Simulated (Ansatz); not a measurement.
## Geometry relaxation of C (part 1 of 3)

The run: geometry relaxation of C (4 atoms in the cell). Method and program: DFT PBE+D3(BJ), scalar-relativistic, plane waves, PAW, no spin polarisation (Ansatz 0.2.0).

The structure derives from a Materials Project entry.

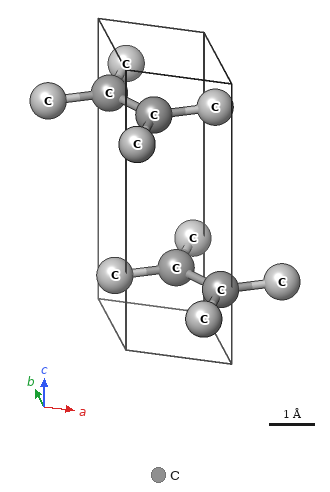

**Figure 1.** The input geometry (ball-and-stick view of the cell of the calculation, seen at an oblique angle; neighbours outside the cell are drawn fainter). An atom can appear more than once, as a periodic image. Near neighbours in the periodic cell (some may lie outside the picture): C has 3 C at 1.42 Å.

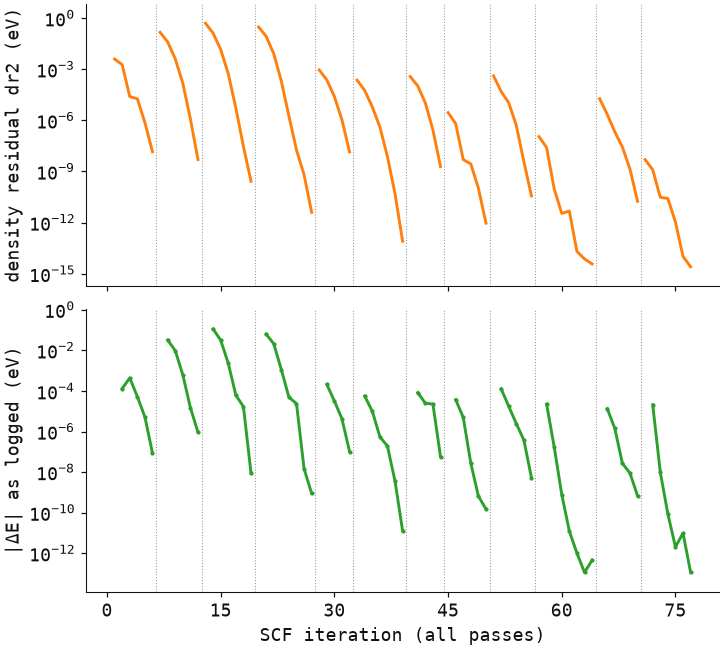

**Figure 2.** Convergence of the self-consistent field: density residual dr2 and size of the energy change against the SCF iteration. The dotted lines part the SCF passes of the relaxation: geometry steps, rejected trials and re-solves on a re-selected basis. The 12 passes take 5 to 8 iterations each, 77 in all.

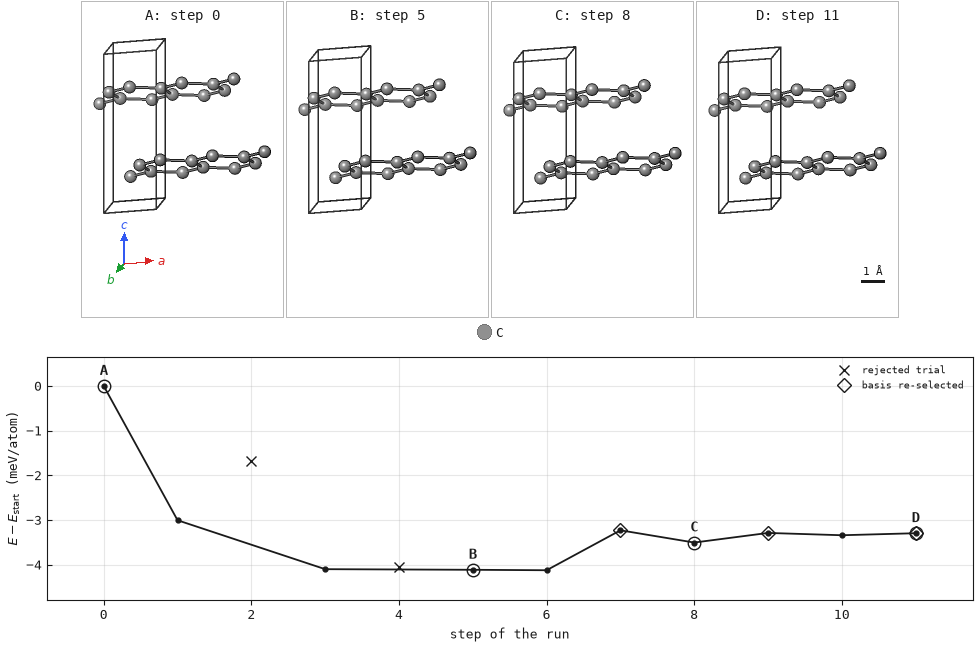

**Figure 3.** Frames of the relaxation (ball-and-stick view of the cell of the calculation, repeated 3 × 2 × 1, seen at an oblique angle) above the curves, on which the letters mark them (the first geometry is step 0 here and step 1 in the log).

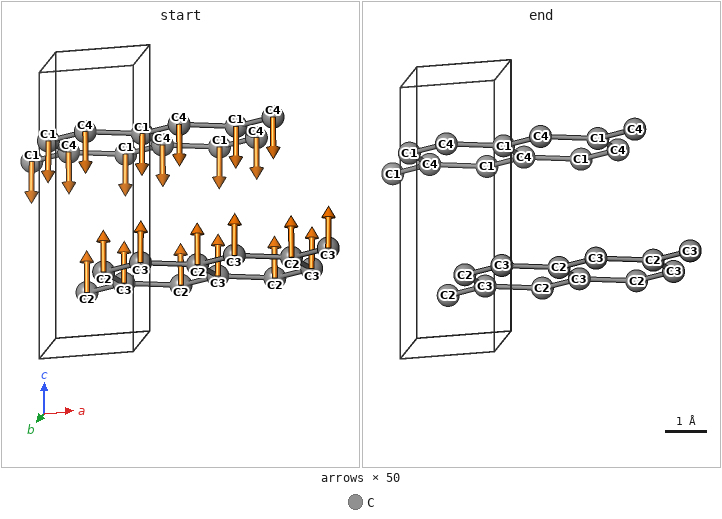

**Figure 4.** Before (left) and after (right) the relaxation, at one scale (ball-and-stick view of the cell of the calculation, repeated 3 × 2 × 1, seen at an oblique angle). The orange arrows give the displacements (without the part carried along by the change of the cell), magnified 50 times. The largest moves relative to the cell, 0.021 Å, are those of C1, C2, C3 and C4. The drawn cell changes as follows: a = b 2.456 → 2.465 Å (+0.3 %), c 7.173 → 6.799 Å (−5.2 %); the volume changes by −4.5 %. Among the contacts that change: C1–C4 1.418 → 1.423 Å. The space group (tolerance 0.01 Å) goes from Cmme (No. 67) to Fmmm (No. 69). After 8 geometry steps the energy has fallen by 3.3 meV per atom. The largest force component goes from 0.025 to under 0.0001 eV/Å. Pressure: 2.65 GPa at the start and −0.01 GPa at the end. The line search rejected the trial steps at points 2, 4 (counted from 0) and went back. 2 further SCFs at an unchanged geometry re-selected the plane-wave basis for the new cell. The energy change given includes the shifts at the re-selections in mid-walk, which come without any move. A last SCF at the same geometry on a re-selected plane-wave basis shifts the energy by +0.0 meV per atom. (Atoms are counted from 1 in the order of the input.)

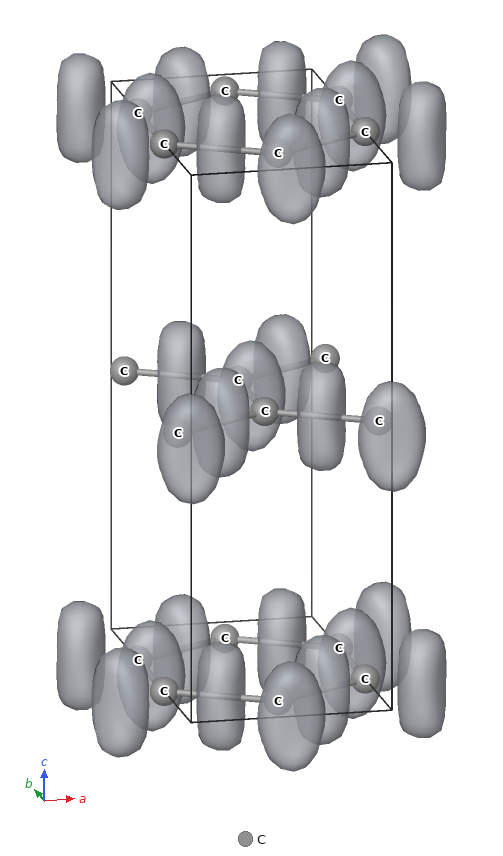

**Figure 5.** Isosurface of the ELF at 0.8 (grey), seen slightly off an axis. Core shells and regions of very low density are left out. Sticks mark near contacts. The outline is the cell set on symmetry axes. The ELF exceeds this value in twelve regions between bonded C–C atoms (shared pairs), counted in one cell of 8 atoms.  Values along the shortest contacts: C–C (1.42 Å): the ELF peaks at about 0.95 between the atoms (localised, shared-pair bonding). Core electrons are frozen (PAW), so the fields are smoothed inside the atomic spheres.

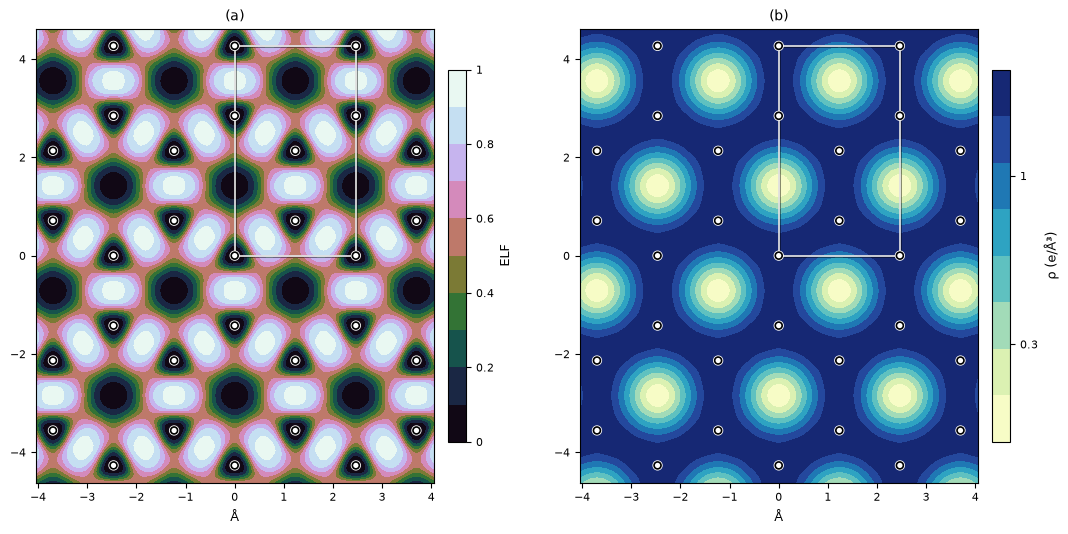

**Figure 6.** (a) ELF; (b) valence pseudo-density on the (001) plane of the conventional cell. Circles mark the nuclei in the plane (C). C–C (1.42 Å): the density is about 2 e/Å³ at the midpoint; the ELF peaks at about 0.95 between the atoms (a shared electron pair). Away from the nuclei the density in this plane falls to 0.15 e/Å³ at its lowest.

The input and output of the run follow.

## The input
```yaml
crystal:
  lattice:
    - [1.22804797, -2.12706182, 0.0]
    - [1.22804797, 2.12706182, 0.0]
    - [0.0, 0.0, 7.17326776]
  atoms:
    - { symbol: C, position: [0.08337946, 0.91662054, 0.7531376] }
    - { symbol: C, position: [0.58337946, 0.41662054, 0.2468624] }
    - { symbol: C, position: [0.91662054, 0.08337946, 0.2468624] }
    - { symbol: C, position: [0.41662054, 0.58337946, 0.7531376] }
basis:
  ecutwfc: 420
kpoints:
  mp_grid: { grid: [18, 18, 6] }
hamiltonian:
  xc: pbe
  dispersion: d3bj
scf:
  occupations: { method: gaussian, width: 0.1 }
output:
  forces: true
  stress: true
  eigenvalues: true
  write_density: true
  write_potential: true
  elf: true
  volumetric_format: npy
relax:
  adjacent_minimum: "off"
  f_tol: 0.005
  max_steps: 80
  cell: { stress_tol: 0.05 }
```

Launch command:
```bash
ansatz run input.yaml --threads 2 --pin off --max-ram 5120MiB --backend cpu --events-out ev --progress --plain --runs-dir out
```

## Log
```
Engine: ansatz 0.2.0, x86_64-unknown-linux-gnu
Pseudopotentials: kind: paw
Pseudopotential: C, paw, valence charge 4, recommended cutoff 420 eV (normal), C.paw.azcp
Functional definition: PBE
  parameter kappa = 0.804
  parameter beta = 0.06672455060314922
  exchange = pbe_x(kappa = kappa, mu = beta*pi^2/3)
  correlation = pbe_c(beta = beta)
Crystal: 4 atoms, lattice volume = 37.475 Å³
Basis set: ecut = 420 eV, 713 PW (Γ), exchange–correlation on 36×36×96 points (8 copies of the dense FFT grid, shifted against one another)
Bands: 12, of which v1, the nominal top of the filled ones, is band 8 counted from 1 (7 counted from 0)
Symmetry: 8 space group operations
Space group: Cmme (ITA 67), of the structure as read, at distance tolerance 3.3e-5 Å
k-points: 364 of 1944
Non-local potential: C, projectors of the file, l = 0: 2, l = 1: 2, l = 2: 1
PAW form: soft (Blöchl's): semilocal exchange-correlation on the pseudo side does not see the compensation charge
PAW one-centre angular grid: C, 110 points (default); XC on 64 Gauss nodes
Initial density: superposition of atomic densities (neutral atoms: chi_scale 0, normalization atom), corrected by the library's trained network
Initial wavefunctions: pseudopotential atomic-orbital guess
Functional: x = pbe(κ = 0.804, μ = 0.2195149727645171), c = pbe(β = 0.06672455060314922)
SCF iter   1: F=—  HF=-1004.321942 eV  |F-HF|=—  |Δ(HF+E_count)|=         —  Δρ=3.01e-3  dr2=4.02e-3  ethr=1.77e-3  ⟨swp⟩=5.5  Hψ=24325  notcnv=0
preconditioner: auto → none  [metal: Δε(μ)=0.024 eV  Ē_g=15.725 eV  σ=0.100 eV  W_gap=0.13  n_scr=4 (ndim 8)  ℏωp=24.3 eV  f_vac=0.055  D(μ)=0.08/eV (n_scr^D=0)  sad-step TF]
SCF iter   2: F=—  HF=-1004.321810 eV  |F-HF|=—  |Δ(HF+E_count)|=   1.31e-4  Δρ=1.83e-3  dr2=1.88e-3  ethr=2.51e-5  ⟨swp⟩=1.2  Hψ=7558  notcnv=0
SCF iter   3: F=—  HF=-1004.321373 eV  |F-HF|=—  |Δ(HF+E_count)|=   4.37e-4  Δρ=3.33e-4  dr2=2.52e-5  ethr=1.18e-5  ⟨swp⟩=2.2  Hψ=7340  notcnv=0
SCF iter   4: F=—  HF=-1004.321426 eV  |F-HF|=—  |Δ(HF+E_count)|=   5.30e-5  Δρ=1.01e-4  dr2=1.86e-5  ethr=1.58e-7  ⟨swp⟩=2.4  Hψ=7374  notcnv=0
SCF iter   5: F=—  HF=-1004.321421 eV  |F-HF|=—  |Δ(HF+E_count)|=   5.15e-6  Δρ=2.75e-5  dr2=7.38e-7  ethr=1.16e-7  ⟨swp⟩=2.1  Hψ=5885  notcnv=0
SCF iter   6: F=-1004.321421 eV  HF=-1004.321421 eV  |F-HF|=2.16e-9  |Δ(HF+E_count)|=   8.49e-8  Δρ=5.50e-6  dr2=1.43e-8  ethr=6.25e-10  ⟨swp⟩=10.1  Hψ=31954  notcnv=0
SCF 1 converged in 6 iterations: F = -1004.321421 eV  dr2 = 1.43e-8
  greatest PAW one-centre occupation: 0.675 electrons in one spin orbital (limit 2), on the C atom at site 3 (counted from 0), in its partial waves of l = 0
relax step   1: F+E_penalty+E_count = -1004.32142093 eV  Δ(F+E_penalty+E_count) = +0.000e0 eV  max|allowed force component| = 2.458e-2 eV/Å  Δτ_max = 0.0000 Å  P = +2.654 GPa  Ω = 37.475 Å³  (6 SCF iters, dr2 threshold 1.00e-7 eV, accepted)
Crystal: 4 atoms, lattice volume = 36.621 Å³
Basis set: ecut = 420 eV, 689 PW (Γ), exchange–correlation on 36×36×96 points (8 copies of the dense FFT grid, shifted against one another)
Initial density: handed on by an earlier stage of this run
Initial wavefunctions: those handed on with the density
iter 1 solved again at ethr=9.17e-4 eV; its pass at ethr=3.10e-3 eV (dr2=1.47e-1 eV) is discarded
SCF iter   1: F=—  HF=-1004.375798 eV  |F-HF|=—  |Δ(HF+E_count)|=         —  Δρ=2.23e-2  dr2=1.49e-1  ethr=9.17e-4  ⟨swp⟩=1.0  Hψ=36500  notcnv=0
preconditioner: auto → none  [metal: Δε(μ)=0.053 eV  Ē_g=15.704 eV  σ=0.100 eV  W_gap=0.29  n_scr=4 (ndim 8)  ℏωp=24.5 eV  f_vac=0.033  D(μ)=0.06/eV (n_scr^D=0)]
SCF iter   2: F=—  HF=-1004.343817 eV  |F-HF|=—  |Δ(HF+E_count)|=   3.20e-2  Δρ=7.66e-3  dr2=4.10e-2  ethr=9.17e-4  ⟨swp⟩=2.4  Hψ=8099  notcnv=0
SCF iter   3: F=—  HF=-1004.334041 eV  |F-HF|=—  |Δ(HF+E_count)|=   9.78e-3  Δρ=5.42e-3  dr2=4.16e-3  ethr=2.56e-4  ⟨swp⟩=2.1  Hψ=7392  notcnv=0
SCF iter   4: F=—  HF=-1004.333421 eV  |F-HF|=—  |Δ(HF+E_count)|=   6.20e-4  Δρ=1.18e-3  dr2=1.52e-4  ethr=2.60e-5  ⟨swp⟩=2.0  Hψ=7101  notcnv=0
SCF iter   5: F=—  HF=-1004.333436 eV  |F-HF|=—  |Δ(HF+E_count)|=   1.50e-5  Δρ=1.19e-4  dr2=1.22e-6  ethr=9.53e-7  ⟨swp⟩=2.4  Hψ=7137  notcnv=0
SCF iter   6: F=-1004.333437 eV  HF=-1004.333437 eV  |F-HF|=2.41e-9  |Δ(HF+E_count)|=   9.22e-7  Δρ=6.14e-6  dr2=5.00e-9  ethr=2.50e-9  ⟨swp⟩=10.8  Hψ=34752  notcnv=0
SCF 2 converged in 6 iterations: F = -1004.333437 eV  dr2 = 5.00e-9
  greatest PAW one-centre occupation: 0.673 electrons in one spin orbital (limit 2), on the C atom at site 3 (counted from 0), in its partial waves of l = 0
relax step   2: F+E_penalty+E_count = -1004.33343662 eV  Δ(F+E_penalty+E_count) = -1.202e-2 eV  max|allowed force component| = 1.615e-2 eV/Å  Δτ_max = 0.0605 Å  P = +0.703 GPa  Ω = 36.621 Å³  energy of the carried Pulay correction = +2.782e-3 eV  (6 SCF iters, dr2 threshold 4.00e-7 eV, accepted)
Crystal: 4 atoms, lattice volume = 35.568 Å³
Basis set: ecut = 420 eV, 665 PW (Γ), exchange–correlation on 36×36×96 points (8 copies of the dense FFT grid, shifted against one another)
SCF iter   1: F=—  HF=-1004.474832 eV  |F-HF|=—  |Δ(HF+E_count)|=         —  Δρ=4.18e-2  dr2=5.03e-1  ethr=3.10e-3  ⟨swp⟩=7.7  Hψ=30282  notcnv=0
preconditioner: auto → none  [insulator: Δε(μ)=0.135 eV  Ē_g=15.705 eV  σ=0.100 eV  W_gap=0.66  n_scr=4 (ndim 8)  ℏωp=24.9 eV  f_vac=0.036  D(μ)=0.03/eV (n_scr^D=0)  ε∞_Penn≈3.5]
SCF iter   2: F=—  HF=-1004.361584 eV  |F-HF|=—  |Δ(HF+E_count)|=   1.13e-1  Δρ=1.46e-2  dr2=1.33e-1  ethr=3.10e-3  ⟨swp⟩=2.5  Hψ=10479  notcnv=0
SCF iter   3: F=—  HF=-1004.330347 eV  |F-HF|=—  |Δ(HF+E_count)|=   3.12e-2  Δρ=1.02e-2  dr2=1.45e-2  ethr=8.29e-4  ⟨swp⟩=2.2  Hψ=7541  notcnv=0
SCF iter   4: F=—  HF=-1004.328057 eV  |F-HF|=—  |Δ(HF+E_count)|=   2.29e-3  Δρ=2.25e-3  dr2=5.41e-4  ethr=9.05e-5  ⟨swp⟩=2.0  Hψ=6937  notcnv=0
SCF iter   5: F=—  HF=-1004.328118 eV  |F-HF|=—  |Δ(HF+E_count)|=   6.11e-5  Δρ=2.28e-4  dr2=5.27e-6  ethr=3.38e-6  ⟨swp⟩=2.1  Hψ=7189  notcnv=0
SCF iter   6: F=—  HF=-1004.328101 eV  |F-HF|=—  |Δ(HF+E_count)|=   1.68e-5  Δρ=1.47e-5  dr2=2.88e-8  ethr=2.50e-9  ⟨swp⟩=11.9  Hψ=37489  notcnv=0
SCF iter   7: F=-1004.328101 eV  HF=-1004.328101 eV  |F-HF|=3.36e-10  |Δ(HF+E_count)|=   8.85e-9  Δρ=1.15e-6  dr2=2.67e-10  ethr=1.80e-10  ⟨swp⟩=5.9  Hψ=25015  notcnv=0
SCF 3 converged in 7 iterations: F = -1004.328101 eV  dr2 = 2.67e-10
  greatest PAW one-centre occupation: 0.671 electrons in one spin orbital (limit 2), on the C atom at site 3 (counted from 0), in its partial waves of l = 0
```
